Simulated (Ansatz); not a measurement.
Run report: C216, single-point calculation (part 3 of 3)

The same run, continued: C216 (Fd-3m, 216 atoms in the cell); DFT, HSE06, PAW, plane waves (Ansatz 0.2.0); cutoff 420 eV, 1×1×1 k-mesh, Fermi–Dirac smearing of 0.01 eV. The structure was built on a prototype by a generator.

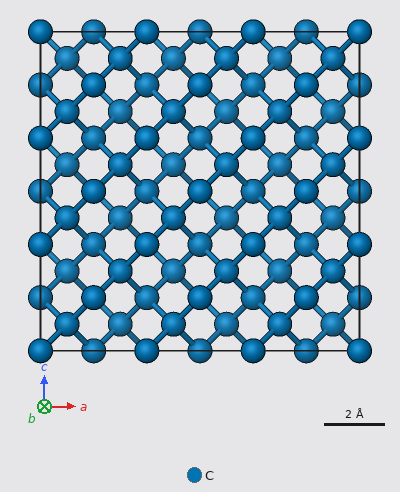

*The structure (ball-and-stick view of the cell of the calculation, along the b axis).*

Output, continued:
```
  atom 170  C     -0.00000000    -0.00000000    -0.00000000
  atom 171  C     -0.00000000    -0.00000000    -0.00000000
  atom 172  C     -0.00000000    -0.00000000    -0.00000000
  atom 173  C     -0.00000000    -0.00000000    -0.00000000
  atom 174  C     -0.00000000    -0.00000000    -0.00000000
  atom 175  C     -0.00000000    -0.00000000    -0.00000000
  atom 176  C     -0.00000000    -0.00000000    -0.00000000
  atom 177  C     -0.00000000    -0.00000000    -0.00000000
  atom 178  C     -0.00000000    -0.00000000    -0.00000000
  atom 179  C     -0.00000000    -0.00000000    -0.00000000
  atom 180  C     -0.00000000    -0.00000000    -0.00000000
  atom 181  C      0.00000000     0.00000000    -0.00000000
  atom 182  C      0.00000000     0.00000000    -0.00000000
  atom 183  C      0.00000000    -0.00000000    -0.00000000
  atom 184  C      0.00000000    -0.00000000     0.00000000
  atom 185  C      0.00000000    -0.00000000     0.00000000
  atom 186  C      0.00000000    -0.00000000    -0.00000000
  atom 187  C      0.00000000    -0.00000000    -0.00000000
  atom 188  C      0.00000000     0.00000000    -0.00000000
  atom 189  C      0.00000000    -0.00000000    -0.00000000
  atom 190  C     -0.00000000     0.00000000     0.00000000
  atom 191  C     -0.00000000     0.00000000     0.00000000
  atom 192  C     -0.00000000     0.00000000     0.00000000
  atom 193  C     -0.00000000     0.00000000     0.00000000
  atom 194  C     -0.00000000     0.00000000     0.00000000
  atom 195  C     -0.00000000     0.00000000     0.00000000
  atom 196  C     -0.00000000     0.00000000     0.00000000
  atom 197  C     -0.00000000     0.00000000     0.00000000
  atom 198  C     -0.00000000     0.00000000     0.00000000
  atom 199  C      0.00000000     0.00000000     0.00000000
  atom 200  C     -0.00000000     0.00000000     0.00000000
  atom 201  C      0.00000000     0.00000000     0.00000000
  atom 202  C     -0.00000000     0.00000000     0.00000000
  atom 203  C     -0.00000000     0.00000000     0.00000000
  atom 204  C     -0.00000000     0.00000000     0.00000000
  atom 205  C     -0.00000000     0.00000000     0.00000000
  atom 206  C     -0.00000000     0.00000000     0.00000000
  atom 207  C     -0.00000000     0.00000000     0.00000000
  atom 208  C      0.00000000     0.00000000     0.00000000
  atom 209  C      0.00000000     0.00000000     0.00000000
  atom 210  C      0.00000000     0.00000000     0.00000000
  atom 211  C      0.00000000     0.00000000     0.00000000
  atom 212  C      0.00000000     0.00000000     0.00000000
  atom 213  C      0.00000000     0.00000000     0.00000000
  atom 214  C      0.00000000     0.00000000     0.00000000
  atom 215  C      0.00000000     0.00000000     0.00000000
  atom 216  C      0.00000000     0.00000000     0.00000000
  max |Σ_I F_I| component: 1.13e-22 eV/Å
--- Band table (eV) ---
  k-point 0: bands = ["-10.7877", "-9.6743", "-9.6743", "-9.6743", "-9.6743", "-9.6743", "-9.6743", "-8.5752", "-8.5752", "-8.5752", ... 438 levels left out ..., "19.1531", "19.1531", "19.9168", "19.9168", "19.9168", "20.5572", "20.5572", "20.5572", "20.5572", "20.5572", "20.5572", "20.5572", "20.5572", "20.5572", "20.5572", "20.5572", "20.5572", "21.4182", "21.4182", "21.4182", "21.4182", "21.4182", "21.4182", "21.4182", "21.4182", "21.4182", "21.4182", "21.4182", "21.4182",
      "21.4182", "21.4182", "21.4182", "21.4182", "21.4182", "21.4182", "21.4182", "21.4182", "21.4182", "21.4182", "21.4182", "21.4182", "21.9699", "21.9699", "21.9699", "21.9699", "21.9699", "21.9699", "22.1232", "22.1232", "22.1232", "22.1232", "22.1232", "22.1232", "22.1232", "22.1232", "22.1232", "22.1232", "22.1232", "22.1232", "22.1232", "22.1232", "22.1232", "22.1232", "22.1232", "22.1232", "22.1232", "22.1232", "22.1232", "22.1232",
      "22.1232", "22.1232", "22.1717", "22.1717", "22.1717", "22.1717", "22.1717", "22.1717", "22.1717", "22.1717", "22.1717", "22.1717", "22.1717", "22.1717", "22.5761", "22.5761", "22.5761", "22.5761", "22.5761", "22.5761", "22.5761", "22.5761", "22.5761", "22.5761", "22.5761", "22.5761", "22.5761", "22.5761", "22.5761", "22.5761", "22.5761", "22.5761", "22.5761", "22.5761", "22.5761", "22.5761", "22.5761", "22.5761", "22.8087", "22.8087",
      "22.8087", "22.8087", "22.8087", "22.8087", "22.8087", "22.8087", "22.8087", "22.8087", "22.8087", "22.8087", "22.8087", "22.8087", "22.8087", "22.8087", "23.0791", "23.0791", "23.0791", "23.0791", "23.0791", "23.0791", "23.0791", "23.0791", "23.1891", "23.1891", "23.1891", "23.1891", "23.1891", "23.1891", "23.1891", "23.1891", "23.1891", "23.1891", "23.1891", "23.1891", "23.6441", "23.6441", "23.6441", "23.6441", "23.6441", "23.6441",
      "23.6441", "23.6441", "23.6441", "23.6441", "23.6441", "23.6441", "23.8909", "23.8909", "23.8909", "23.8909", "23.8909", "23.8909", "23.8909", "23.8909", "23.8909", "23.8909", "23.8909", "23.8909", "24.3945", "24.3945", "24.3945", "24.3945", "24.3945", "24.3945", "24.3945", "24.3945", "24.3945", "24.3945", "24.3945", "24.3945", "24.3945", "24.3945", "24.3945", "24.3945", "24.3945", "24.3945", "24.3945", "24.3945", "24.3945", "24.3945",
      "24.3945", "24.3945", "25.4655", "25.4655", "25.4655", "25.4655", "25.4655", "25.4655", "25.4655", "25.4655", "25.4655"]
--- Löwdin populations: 216 sites ---
  site symbol       q [e]
     0      C      3.9857
     1      C      3.9857
     2      C      3.9857
     3      C      3.9857
     4      C      3.9857
     5      C      3.9857
     6      C      3.9857
     7      C      3.9857
     8      C      3.9857
     9      C      3.9857
    10      C      3.9857
    11      C      3.9857
    12      C      3.9857
    13      C      3.9857
    14      C      3.9857
    15      C      3.9857
    16      C      3.9857
    17      C      3.9857
    18      C      3.9857
    19      C      3.9857
    20      C      3.9857
    21      C      3.9857
    22      C      3.9857
    23      C      3.9857
    24      C      3.9857
    25      C      3.9857
    26      C      3.9857
    27      C      3.9857
    28      C      3.9857
    29      C      3.9857
    30      C      3.9857
    31      C      3.9857
    32      C      3.9857
    33      C      3.9857
    34      C      3.9857
    35      C      3.9857
    36      C      3.9857
    37      C      3.9857
    38      C      3.9857
    39      C      3.9857
    40      C      3.9857
    41      C      3.9857
    42      C      3.9857
    43      C      3.9857
    44      C      3.9857
    45      C      3.9857
    46      C      3.9857
    47      C      3.9857
    48      C      3.9857
    49      C      3.9857
    50      C      3.9857
    51      C      3.9857
    52      C      3.9857
    53      C      3.9857
    54      C      3.9857
    55      C      3.9857
    56      C      3.9857
    57      C      3.9857
    58      C      3.9857
    59      C      3.9857
    60      C      3.9857
    61      C      3.9857
    62      C      3.9857
    63      C      3.9857
    64      C      3.9857
    65      C      3.9857
    66      C      3.9857
    67      C      3.9857
    68      C      3.9857
    69      C      3.9857
    70      C      3.9857
    71      C      3.9857
    72      C      3.9857
    73      C      3.9857
    74      C      3.9857
    75      C      3.9857
    76      C      3.9857
    77      C      3.9857
    78      C      3.9857
    79      C      3.9857
    80      C      3.9857
    81      C      3.9857
    82      C      3.9857
    83      C      3.9857
    84      C      3.9857
    85      C      3.9857
    86      C      3.9857
    87      C      3.9857
    88      C      3.9857
    89      C      3.9857
    90      C      3.9857
    91      C      3.9857
    92      C      3.9857
    93      C      3.9857
    94      C      3.9857
    95      C      3.9857
    96      C      3.9857
    97      C      3.9857
    98      C      3.9857
    99      C      3.9857
   100      C      3.9857
   101      C      3.9857
   102      C      3.9857
   103      C      3.9857
   104      C      3.9857
   105      C      3.9857
   106      C      3.9857
   107      C      3.9857
   108      C      3.9857
   109      C      3.9857
   110      C      3.9857
   111      C      3.9857
   112      C      3.9857
   113      C      3.9857
   114      C      3.9857
   115      C      3.9857
   116      C      3.9857
   117      C      3.9857
   118      C      3.9857
   119      C      3.9857
   120      C      3.9857
   121      C      3.9857
   122      C      3.9857
   123      C      3.9857
   124      C      3.9857
   125      C      3.9857
   126      C      3.9857
   127      C      3.9857
   128      C      3.9857
   129      C      3.9857
   130      C      3.9857
   131      C      3.9857
   132      C      3.9857
   133      C      3.9857
   134      C      3.9857
   135      C      3.9857
   136      C      3.9857
   137      C      3.9857
   138      C      3.9857
   139      C      3.9857
   140      C      3.9857
   141      C      3.9857
   142      C      3.9857
   143      C      3.9857
   144      C      3.9857
   145      C      3.9857
   146      C      3.9857
   147      C      3.9857
   148      C      3.9857
   149      C      3.9857
   150      C      3.9857
   151      C      3.9857
   152      C      3.9857
   153      C      3.9857
   154      C      3.9857
   155      C      3.9857
   156      C      3.9857
   157      C      3.9857
   158      C      3.9857
   159      C      3.9857
   160      C      3.9857
   161      C      3.9857
   162      C      3.9857
   163      C      3.9857
   164      C      3.9857
   165      C      3.9857
   166      C      3.9857
   167      C      3.9857
   168      C      3.9857
   169      C      3.9857
   170      C      3.9857
   171      C      3.9857
   172      C      3.9857
   173      C      3.9857
   174      C      3.9857
   175      C      3.9857
   176      C      3.9857
   177      C      3.9857
   178      C      3.9857
   179      C      3.9857
   180      C      3.9857
   181      C      3.9857
   182      C      3.9857
   183      C      3.9857
   184      C      3.9857
   185      C      3.9857
   186      C      3.9857
   187      C      3.9857
   188      C      3.9857
   189      C      3.9857
   190      C      3.9857
   191      C      3.9857
   192      C      3.9857
   193      C      3.9857
   194      C      3.9857
   195      C      3.9857
   196      C      3.9857
   197      C      3.9857
   198      C      3.9857
   199      C      3.9857
   200      C      3.9857
   201      C      3.9857
   202      C      3.9857
   203      C      3.9857
   204      C      3.9857
   205      C      3.9857
   206      C      3.9857
   207      C      3.9857
   208      C      3.9857
   209      C      3.9857
   210      C      3.9857
   211      C      3.9857
   212      C      3.9857
   213      C      3.9857
   214      C      3.9857
   215      C      3.9857
  spilling = 0.003565 (of n_electrons = 864.000000)
```

Summary:

| quantity | value |
| --- | --- |
| outcome | converged |
| space group (tolerance 0.01 Å) | Fd-3m (227) |
| electrons treated | 864 |
| free energy | −54189.2532 eV |
| Fermi energy | 15.565 eV |
| largest force (length of the vector) | under 0.001 eV/Å |
| wall time | 17 min (CPU time 1.8 h) |
| peak memory | 15 GiB |

Notes:

Warnings of the run: the structure was made exactly symmetric. The k-point mesh is coarse for a cell of this size, so the results may not be converged.
